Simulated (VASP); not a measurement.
# MoTe₂: geometry relaxation (part 1 of 3)

MoTe₂ (slab, 3 atoms in the cell), computed with Kohn-Sham DFT of a periodic cell, r2SCAN with rVV10, VASP PAW PBE potentials, recommended, no spin polarisation (VASP 6.6.1).

The structure derives from an entry of the Crystallography Open Database.

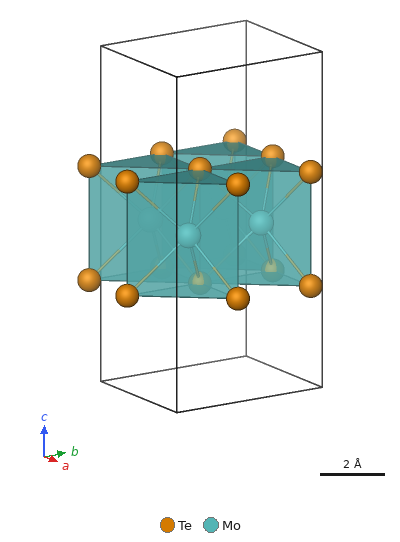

Figure 1. The input geometry (polyhedral view of the 2 × 2 repeat of the cell, with the vacuum cut short, seen slightly off an axis; polyhedra are completed across the faces of the cell). An atom can appear more than once, as a periodic image.

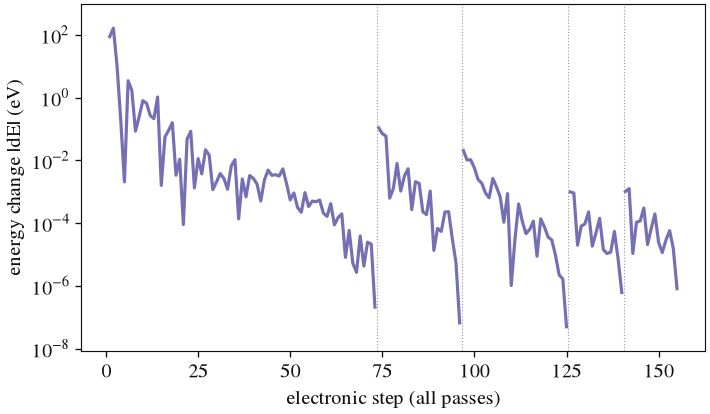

Figure 2. Convergence of the self-consistent field: energy change |dE| against the electronic step. Each stretch between dotted lines is the SCF of one geometry step of a relaxation. The 5 ionic steps take 15 to 73 electronic steps each. The density is held fixed in the first few steps, and dE rises again when its update begins.

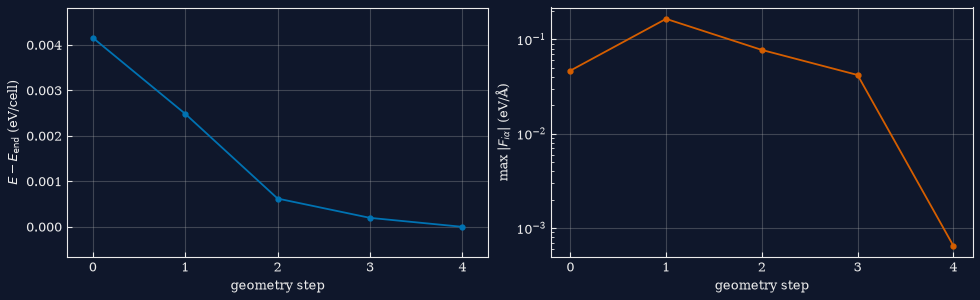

Figure 3. Progress of the relaxation, step by step (steps are counted from 0).

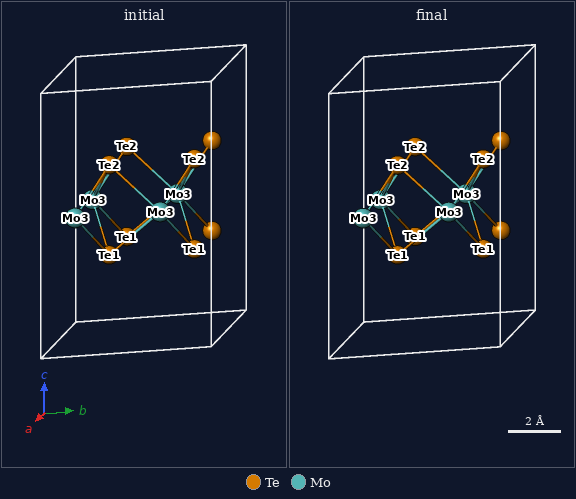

Figure 4. Before (left) and after (right) the relaxation, at one scale (ball-and-stick view of the 2 × 2 repeat of the cell, with the vacuum cut short, seen slightly off an axis). The largest moves relative to the cell, 0.006 Å, are those of Te1 and Te2. Mo stays in place. In the plane the drawn cell goes a 7.036 → 7.087 Å (+0.7 %), b 7.036 → 7.087 Å (+0.7 %). Distances before and after: Te1–Mo3 2.716 → 2.723 Å. After 4 geometry steps the energy has fallen by 4.2 meV per cell of the calculation. Largest force component: 0.047 eV/Å at the start, 0.00065 eV/Å at the end. (Atoms are counted from 1 in the order of the input.)

The input and output of the run follow.

INCAR
```
PREC = Accurate
ENCUT = 600
EDIFF = 1E-6
ISMEAR = 0
SIGMA = 0.03
LREAL = False
LASPH = True
NELM = 120
ALGO = Normal
ISIF = 3
LWAVE = False
LCHARG = False
METAGGA = R2SCAN
LMIXTAU = True
LUSE_VDW = True
IVDW_NL = 2
BPARAM = 11.95
CPARAM = 0.0093
IBRION = 2
NSW = 90
EDIFFG = -0.01
LATTICE_CONSTRAINTS = .TRUE. .TRUE. .FALSE.
KPAR = 2
```

KPOINTS
```
Automatic mesh
0
Gamma
  12 12 1
```

POSCAR
```
Te2Mo
1.0
    3.5182000000      0.0000000000      0.0000000000
   -1.7591000000      3.0468505800      0.0000000000
    0.0000000000      0.0000000000     21.6051888000
Te Mo
2 1
Direct
    0.3333333300      0.6666666700      0.4165666000
    0.3333333300      0.6666666700      0.5834334000
    0.6666666700      0.3333333300      0.5000000000
```

Command:
```bash
cat potpaw_PBE.64/Te/POTCAR potpaw_PBE.64/Mo_sv/POTCAR > POTCAR
mpirun -np 2 vasp_std > vasp.out
```

OSZICAR
```
N       E                     dE             d eps       ncg     rms          rms(c)
DAV:   1     0.869739578602E+02    0.86974E+02   -0.13724E+04   918   0.132E+03
DAV:   2    -0.748185625370E+02   -0.16179E+03   -0.16043E+03   883   0.243E+02
DAV:   3    -0.847820038593E+02   -0.99634E+01   -0.99048E+01   881   0.545E+01
DAV:   4    -0.849704680400E+02   -0.18846E+00   -0.18804E+00   983   0.761E+00
DAV:   5    -0.849725159562E+02   -0.20479E-02   -0.20470E-02   909   0.836E-01    0.173E+01
DAV:   6    -0.815532431853E+02    0.34193E+01   -0.44083E+00   672   0.207E+01    0.582E+00
DAV:   7    -0.798600136304E+02    0.16932E+01   -0.18981E+00   770   0.837E+00    0.327E+00
DAV:   8    -0.799444514291E+02   -0.84438E-01   -0.13647E+00   693   0.727E+00    0.284E+00
DAV:   9    -0.796961822638E+02    0.24827E+00   -0.10343E-01   722   0.233E+00    0.119E+00
DAV:  10    -0.789000245508E+02    0.79616E+00   -0.22880E-01   779   0.456E+00    0.403E-01
DAV:  11    -0.782419968408E+02    0.65803E+00   -0.70361E-02   652   0.321E+00    0.448E-01
DAV:  12    -0.785086694990E+02   -0.26667E+00   -0.33148E-02   652   0.219E+00    0.192E-01
DAV:  13    -0.782971251996E+02    0.21154E+00   -0.50630E-03   676   0.700E-01    0.210E-01
DAV:  14    -0.772607864815E+02    0.10363E+01   -0.11032E-01   648   0.296E+00    0.260E-01
DAV:  15    -0.772623721855E+02   -0.15857E-02   -0.14899E-03   842   0.279E-01    0.167E-01
DAV:  16    -0.773175033647E+02   -0.55131E-01   -0.59707E-04   653   0.211E-01    0.158E-01
DAV:  17    -0.772273769483E+02    0.90126E-01   -0.20343E-03   649   0.412E-01    0.150E-01
DAV:  18    -0.770698785154E+02    0.15750E+00   -0.21554E-02   648   0.136E+00    0.187E-01
DAV:  19    -0.770665389463E+02    0.33396E-02   -0.17701E-03   811   0.359E-01    0.162E-01
DAV:  20    -0.770557709184E+02    0.10768E-01   -0.34247E-03   648   0.644E-01    0.135E-01
DAV:  21    -0.770556817143E+02    0.89204E-04   -0.36703E-05   857   0.430E-02    0.139E-01
DAV:  22    -0.771023425599E+02   -0.46661E-01   -0.17424E-02   648   0.128E+00    0.171E-01
DAV:  23    -0.770186898764E+02    0.83653E-01   -0.13017E-01   656   0.272E+00    0.135E-01
DAV:  24    -0.770173788333E+02    0.13110E-02   -0.19747E-03   848   0.325E-01    0.126E-01
DAV:  25    -0.770060984005E+02    0.11280E-01   -0.17887E-02   736   0.117E+00    0.130E-01
DAV:  26    -0.770024233792E+02    0.36750E-02   -0.78650E-03   723   0.706E-01    0.137E-01
DAV:  27    -0.769809052535E+02    0.21518E-01   -0.18979E-02   656   0.100E+00    0.187E-01
DAV:  28    -0.769956204964E+02   -0.14715E-01   -0.27973E-03   648   0.405E-01    0.218E-01
DAV:  29    -0.769944618905E+02    0.11586E-02   -0.15908E-04   782   0.923E-02    0.219E-01
DAV:  30    -0.769923909495E+02    0.20709E-02   -0.37586E-04   648   0.170E-01    0.216E-01
DAV:  31    -0.769886261442E+02    0.37648E-02   -0.19355E-04   690   0.117E-01    0.220E-01
DAV:  32    -0.769859989318E+02    0.26272E-02   -0.15003E-04   760   0.115E-01    0.217E-01
DAV:  33    -0.769848032634E+02    0.11957E-02   -0.25074E-04   648   0.142E-01    0.226E-01
DAV:  34    -0.769913902226E+02   -0.65870E-02   -0.72293E-04   646   0.247E-01    0.242E-01
DAV:  35    -0.770018579454E+02   -0.10468E-01   -0.27223E-03   646   0.406E-01    0.280E-01
DAV:  36    -0.770019934993E+02   -0.13555E-03   -0.16489E-04   845   0.104E-01    0.262E-01
DAV:  37    -0.769994467353E+02    0.25468E-02   -0.27789E-04   646   0.139E-01    0.248E-01
DAV:  38    -0.769987614522E+02    0.68528E-03   -0.76874E-05   821   0.628E-02    0.237E-01
DAV:  39    -0.769954886238E+02    0.32728E-02   -0.26192E-04   656   0.126E-01    0.222E-01
DAV:  40    -0.769928557588E+02    0.26329E-02   -0.16204E-04   814   0.105E-01    0.195E-01
DAV:  41    -0.769911195597E+02    0.17362E-02   -0.21102E-04   809   0.102E-01    0.163E-01
DAV:  42    -0.769916200711E+02   -0.50051E-03   -0.35119E-05   761   0.350E-02    0.145E-01
DAV:  43    -0.769892694272E+02    0.23506E-02   -0.62456E-05   646   0.644E-02    0.134E-01
DAV:  44    -0.769843937412E+02    0.48757E-02   -0.26092E-04   813   0.137E-01    0.950E-02
DAV:  45    -0.769877000906E+02   -0.33063E-02   -0.12751E-04   667   0.845E-02    0.680E-02
DAV:  46    -0.769911630228E+02   -0.34629E-02   -0.15937E-04   646   0.100E-01    0.423E-02
DAV:  47    -0.769942913662E+02   -0.31283E-02   -0.14119E-04   646   0.974E-02    0.322E-02
DAV:  48    -0.769996023983E+02   -0.53110E-02   -0.60320E-04   646   0.202E-01    0.232E-02
DAV:  49    -0.770014188479E+02   -0.18164E-02   -0.14388E-04   805   0.971E-02    0.216E-02
DAV:  50    -0.770019649418E+02   -0.54609E-03   -0.18163E-05   706   0.361E-02    0.182E-02
DAV:  51    -0.770028702430E+02   -0.90530E-03   -0.51197E-05   648   0.577E-02    0.178E-02
DAV:  52    -0.770025582753E+02    0.31197E-03   -0.89411E-06   646   0.252E-02    0.153E-02
DAV:  53    -0.770027784569E+02   -0.22018E-03   -0.42875E-06   663   0.166E-02    0.150E-02
DAV:  54    -0.770037095425E+02   -0.93109E-03   -0.93229E-05   646   0.778E-02    0.158E-02
DAV:  55    -0.770033753207E+02    0.33422E-03   -0.15490E-05   668   0.353E-02    0.173E-02
DAV:  56    -0.770038756568E+02   -0.50034E-03   -0.35310E-05   658   0.483E-02    0.163E-02
DAV:  57    -0.770043527182E+02   -0.47706E-03   -0.51103E-05   805   0.583E-02    0.101E-02
DAV:  58    -0.770038145351E+02    0.53818E-03   -0.55207E-05   646   0.562E-02    0.582E-03
DAV:  59    -0.770040218261E+02   -0.20729E-03   -0.74143E-06   646   0.207E-02    0.581E-03
DAV:  60    -0.770041837917E+02   -0.16197E-03   -0.65009E-06   646   0.221E-02    0.612E-03
DAV:  61    -0.770045960589E+02   -0.41227E-03   -0.55108E-05   738   0.569E-02    0.967E-03
DAV:  62    -0.770046834552E+02   -0.87396E-04   -0.46497E-06   738   0.179E-02    0.882E-03
DAV:  63    -0.770048337500E+02   -0.15029E-03   -0.13724E-05   705   0.276E-02    0.722E-03
DAV:  64    -0.770050290311E+02   -0.19528E-03   -0.61604E-05   646   0.576E-02    0.520E-03
DAV:  65    -0.770050370700E+02   -0.80389E-05   -0.74501E-07   711   0.597E-03    0.375E-03
DAV:  66    -0.770050950764E+02   -0.58006E-04   -0.29527E-05   646   0.368E-02    0.214E-03
DAV:  67    -0.770051002912E+02   -0.52148E-05   -0.48384E-06   815   0.168E-02    0.144E-03
DAV:  68    -0.770050976139E+02    0.26773E-05   -0.15271E-06   507   0.122E-02    0.102E-03
DAV:  69    -0.770050590345E+02    0.38579E-04   -0.22654E-05   646   0.428E-02    0.645E-04
DAV:  70    -0.770050548059E+02    0.42287E-05   -0.37703E-07   702   0.682E-03    0.462E-04
DAV:  71    -0.770050793213E+02   -0.24515E-04   -0.52383E-06   638   0.236E-02    0.298E-04
DAV:  72    -0.770051004841E+02   -0.21163E-04   -0.13689E-05   733   0.309E-02    0.285E-04
DAV:  73    -0.770051002748E+02    0.20922E-06   -0.18340E-07   533   0.445E-03
   1 F= -.77005100E+02 E0= -.77005100E+02  d E =-.770051E+02
       N       E                     dE             d eps       ncg     rms          rms(c)
DAV:   1    -0.771138298824E+02   -0.10873E+00   -0.29848E+00   672   0.166E+01    0.279E+00
DAV:   2    -0.770430278684E+02    0.70802E-01   -0.11478E+00   672   0.724E+00    0.133E+00
DAV:   3    -0.769842768949E+02    0.58751E-01   -0.38470E-01   726   0.303E+00    0.680E-01
DAV:   4    -0.769848957430E+02   -0.61885E-03   -0.28995E-02   646   0.115E+00    0.243E-01
DAV:   5    -0.769836386790E+02    0.12571E-02   -0.62811E-03   766   0.602E-01    0.147E-01
DAV:   6    -0.769915564159E+02   -0.79177E-02   -0.20855E-03   654   0.309E-01    0.826E-02
DAV:   7    -0.769925984070E+02   -0.10420E-02   -0.51885E-04   656   0.175E-01    0.376E-02
DAV:   8    -0.769957336369E+02   -0.31352E-02   -0.39840E-04   646   0.145E-01    0.330E-02
DAV:   9    -0.770010994919E+02   -0.53659E-02   -0.79695E-04   646   0.229E-01    0.189E-02
DAV:  10    -0.770013664994E+02   -0.26701E-03   -0.11846E-04   876   0.819E-02    0.710E-03
DAV:  11    -0.770034338299E+02   -0.20673E-02   -0.18762E-04   646   0.114E-01    0.524E-03
DAV:  12    -0.770052724124E+02   -0.18386E-02   -0.28054E-04   797   0.134E-01    0.483E-03
DAV:  13    -0.770054994603E+02   -0.22705E-03   -0.11045E-05   793   0.300E-02    0.386E-03
DAV:  14    -0.770056855068E+02   -0.18605E-03   -0.91635E-06   781   0.267E-02    0.360E-03
DAV:  15    -0.770067306108E+02   -0.10451E-02   -0.60141E-04   646   0.181E-01    0.531E-03
DAV:  16    -0.770067440386E+02   -0.13428E-04   -0.62287E-05   815   0.528E-02    0.193E-03
DAV:  17    -0.770066766557E+02    0.67383E-04   -0.50925E-05   646   0.660E-02    0.254E-03
DAV:  18    -0.770067306093E+02   -0.53954E-04   -0.11990E-04   646   0.118E-01    0.444E-03
DAV:  19    -0.770065058990E+02    0.22471E-03   -0.39177E-05   663   0.629E-02    0.527E-03
DAV:  20    -0.770067356343E+02   -0.22974E-03   -0.41126E-04   646   0.138E-01    0.130E-03
DAV:  21    -0.770067671844E+02   -0.31550E-04   -0.16669E-05   646   0.282E-02    0.129E-03
DAV:  22    -0.770067726404E+02   -0.54560E-05   -0.26377E-06   584   0.169E-02    0.727E-04
DAV:  23    -0.770067727060E+02   -0.65620E-07   -0.27799E-06   598   0.165E-02
   2 F= -.77006773E+02 E0= -.77006773E+02  d E =-.167243E-02
       N       E                     dE             d eps       ncg     rms          rms(c)
DAV:   1    -0.770273374099E+02   -0.20565E-01   -0.52923E-01   672   0.698E+00    0.124E+00
DAV:   2    -0.770170842461E+02    0.10253E-01   -0.18179E-01   672   0.299E+00    0.541E-01
DAV:   3    -0.770067435296E+02    0.10341E-01   -0.60833E-02   688   0.126E+00    0.289E-01
DAV:   4    -0.770124349528E+02   -0.56914E-02   -0.78779E-03   690   0.854E-01    0.988E-02
DAV:   5    -0.770148594527E+02   -0.24245E-02   -0.20115E-03   755   0.467E-01    0.884E-02
DAV:   6    -0.770129984705E+02    0.18610E-02   -0.20956E-03   646   0.533E-01    0.255E-02
DAV:   7    -0.770120875427E+02    0.91093E-03   -0.50531E-04   646   0.239E-01    0.228E-02
DAV:   8    -0.770114506688E+02    0.63687E-03   -0.13568E-04   670   0.137E-01    0.207E-02
DAV:   9    -0.770088297063E+02    0.26210E-02   -0.20712E-03   646   0.514E-01    0.802E-03
DAV:  10    -0.770102457672E+02   -0.14161E-02   -0.23373E-04   646   0.182E-01    0.482E-03
DAV:  11    -0.770095678500E+02    0.67792E-03   -0.12979E-04   743   0.135E-01    0.381E-03
DAV:  12    -0.770096736139E+02   -0.10576E-03   -0.11697E-04   646   0.125E-01    0.671E-03
DAV:  13    -0.770088030259E+02    0.87059E-03   -0.16802E-03   646   0.446E-01    0.326E-03
DAV:  14    -0.770088020081E+02    0.10178E-05   -0.11563E-04   718   0.113E-01    0.331E-03
DAV:  15    -0.770087726107E+02    0.29397E-04   -0.17939E-05   722   0.537E-02    0.508E-03
DAV:  16    -0.770083667192E+02    0.40589E-03   -0.60918E-04   646   0.242E-01    0.588E-03
DAV:  17    -0.770084801705E+02   -0.11345E-03   -0.19175E-05   718   0.542E-02    0.670E-03
DAV:  18    -0.770084344963E+02    0.45674E-04   -0.12826E-05   646   0.447E-02    0.600E-03
DAV:  19    -0.770084966736E+02   -0.62177E-04   -0.12227E-04   646   0.110E-01    0.302E-03
DAV:  20    -0.770086109235E+02   -0.11425E-03   -0.87485E-05   646   0.845E-02    0.178E-03
DAV:  21    -0.770086196980E+02   -0.87745E-05   -0.71849E-06   793   0.271E-02    0.982E-04
DAV:  22    -0.770084836956E+02    0.13600E-03   -0.15957E-04   646   0.105E-01    0.611E-04
DAV:  23    -0.770085592985E+02   -0.75603E-04   -0.58556E-05   646   0.755E-02    0.148E-03
DAV:  24    -0.770085951848E+02   -0.35886E-04   -0.17020E-05   646   0.421E-02    0.118E-03
DAV:  25    -0.770086240267E+02   -0.28842E-04   -0.92170E-06   646   0.311E-02    0.838E-04
DAV:  26    -0.770086335756E+02   -0.95489E-05   -0.42673E-06   628   0.201E-02    0.321E-04
DAV:  27    -0.770086358016E+02   -0.22260E-05   -0.10116E-06   503   0.129E-02    0.269E-04
DAV:  28    -0.770086374520E+02   -0.16504E-05   -0.99125E-07   538   0.105E-02    0.176E-04
DAV:  29    -0.770086375013E+02   -0.49345E-07   -0.13768E-07   455   0.484E-03
   3 F= -.77008638E+02 E0= -.77008638E+02  d E =-.353723E-02
       N       E                     dE             d eps       ncg     rms          rms(c)
```
